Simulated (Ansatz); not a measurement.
A periodic structure is given below.

```
CELL_PARAMETERS angstrom
4.02182 0.00000 0.00000
0.00000 4.02182 0.00000
0.00000 0.00000 2.83562
ATOMIC_POSITIONS crystal
Fe 0.50000 0.50000 0.00000
Fe 0.50000 0.00000 0.50000
Fe 0.00000 0.50000 0.50000
Co 0.00000 0.00000 0.00000
```

> Before looking at a picture, describe the arrangement of atoms.

The solid is Fe3Co. It is primitive tetragonal, space group P4/mmm (No. 123). The cell comprises 1 formula unit: 3 Fe, 1 Co. About every Co there are eight Fe in a cubic arrangement at 2.46 Å. Fe takes two kinds of site: 1c with eight Fe in a cubic arrangement at 2.46 Å; 2e with four Fe and four Co in a cubic arrangement (2.46 Å to Fe, 2.46 Å to Co). Not all metal-metal contacts are counted. The bonds build a three-dimensional framework.

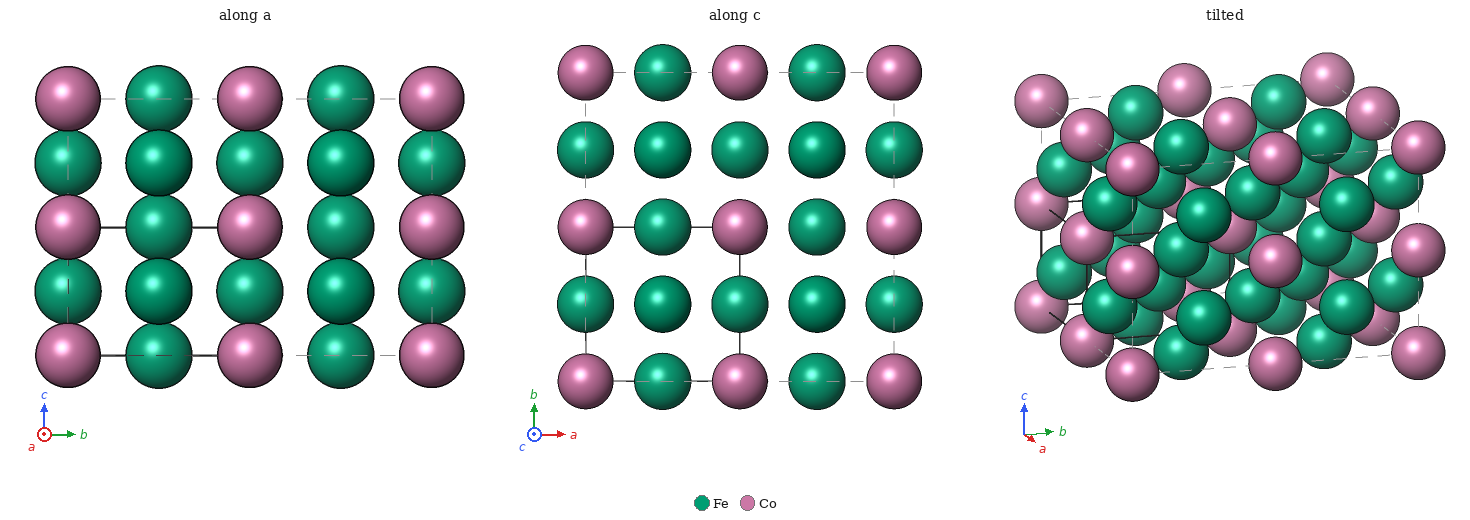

An orthographic spheres-only view of the structure, along the a axis, along the c axis and slightly off an axis. 2×2×2 cells are drawn; the solid outline is the conventional unit cell. Colours: iron teal, cobalt pink.

Provenance: a structure listed in the Materials Project. It is drawn as it came out of a relaxation with Ansatz 0.2.0, DFT r2SCAN, scalar-relativistic, plane waves, PAW.
